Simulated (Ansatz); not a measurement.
**Al2O3: density, localisation and related maps**

Input

```
crystal:
  lattice:
    - [3.017482544, 0.0, 0.0]
    - [-1.508741272, 2.6132165386, 0.0]
    - [0.0, 0.0, 7.5746360022]
  atoms:
    - { symbol: Al, position: [0.0, 0.0, 0.722049] }
    - { symbol: Al, position: [0.0, 0.0, 0.277951] }
    - { symbol: O, position: [0.0, 0.0, 0.5] }
    - { symbol: O, position: [0.6666666667, 0.3333333333, 0.800546] }
    - { symbol: O, position: [0.3333333333, 0.6666666667, 0.199454] }
hamiltonian:
  xc: pbe
  pseudopotentials: { kind: paw }
kpoints:
  mp_grid: { grid: [7, 7, 3] }
scf:
  occupations: { method: fermi_dirac, width: 0.05 }
output:
  forces: true
  stress: true
  eigenvalues: true
  write_density: true
  write_potential: true
  elf: true
  volumetric_format: npy
relax:
  f_tol: 0.01
  max_steps: 40
  cell: { stress_tol: 0.05, p_target: 30.0 }
```

Command:

```sh
ansatz run input.yaml --threads 2 --pin off --max-ram 5632MiB --backend cpu --events-out ev --progress --plain --runs-dir out
```

Below, planes, directions and counts refer to the conventional cell (a = 2.87 Å, b = 2.87 Å, c = 6.60 Å, α = 90.00°, β = 90.00°, γ = 120.00°).

The fields are those of the run's last geometry, not of the input's.

Space group P-3m1; a structure from a database of computed crystals, not necessarily the ambient phase; computed pressure about 30 GPa in this cell.

Level of theory: Ansatz 0.2.0, Kohn-Sham DFT of a periodic cell, PBE, Ansatz PAW.

In a PAW calculation such maps are meaningful between the atoms, not at the nuclei.

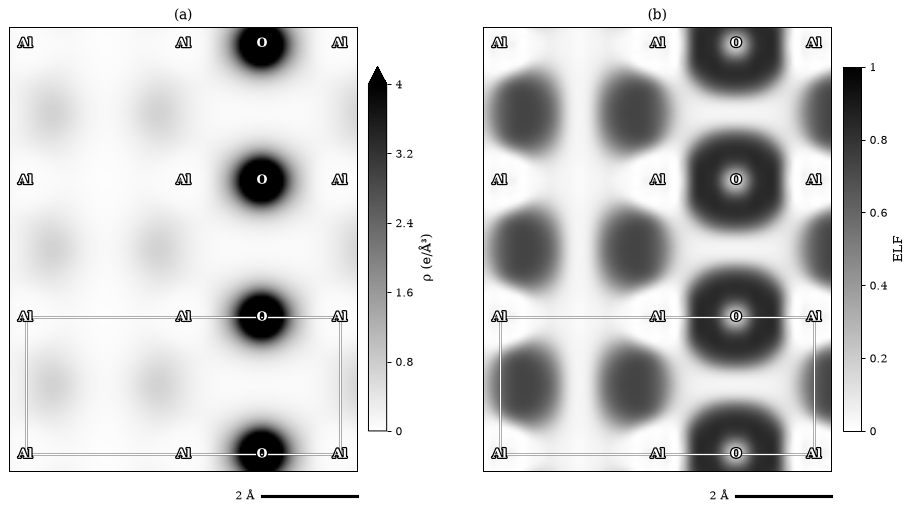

Figure 1. (a) valence charge density (pseudo); (b) ELF on the (11̄0) plane of the conventional cell.

### What does the map show?

- Atoms in the plane: Al and O.
- Atoms just off the plane (O, 0.8 Å away) can leave unmarked features too.
- Al–O (1.64 Å): ρ at the midpoint is about 0.97 e/Å³; the ELF peaks at about 0.85 in the valence shell of O, 0.7 Å from its nucleus, and is about 0.80 at the midpoint.
- Between the atoms the lowest density in this plane is 0.04 e/Å³.

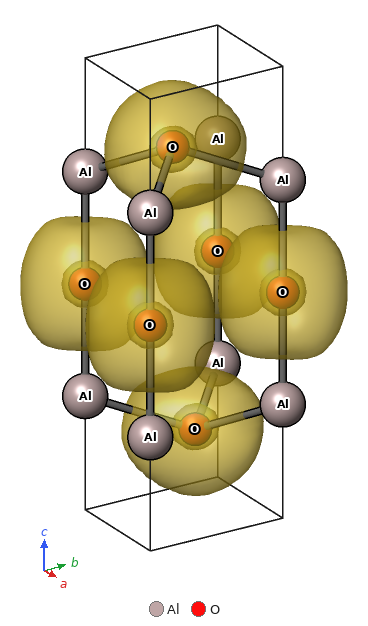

Figure 2. Isosurface of the electron localisation function at 0.65 (yellow), seen at an oblique angle. Core shells and regions of very low density are left out. Sticks mark near contacts.

### Identify the bonds, lone pairs and shells in this picture.

The ELF exceeds this value in three regions on O in which the atom's valence shell and bonds are merged, counted in one cell of 5 atoms. Regions shared between cells count once. Profiles from the grid: Al–O (1.76 Å): the ELF peaks at about 0.85 in the valence shell of O, 0.7 Å from its nucleus, and is about 0.85 at the midpoint.

### Metal or insulator at this level of theory?

It is gapped, with a Kohn–Sham gap of 3.2 eV on the k-point mesh, an upper bound to the gap of this method.
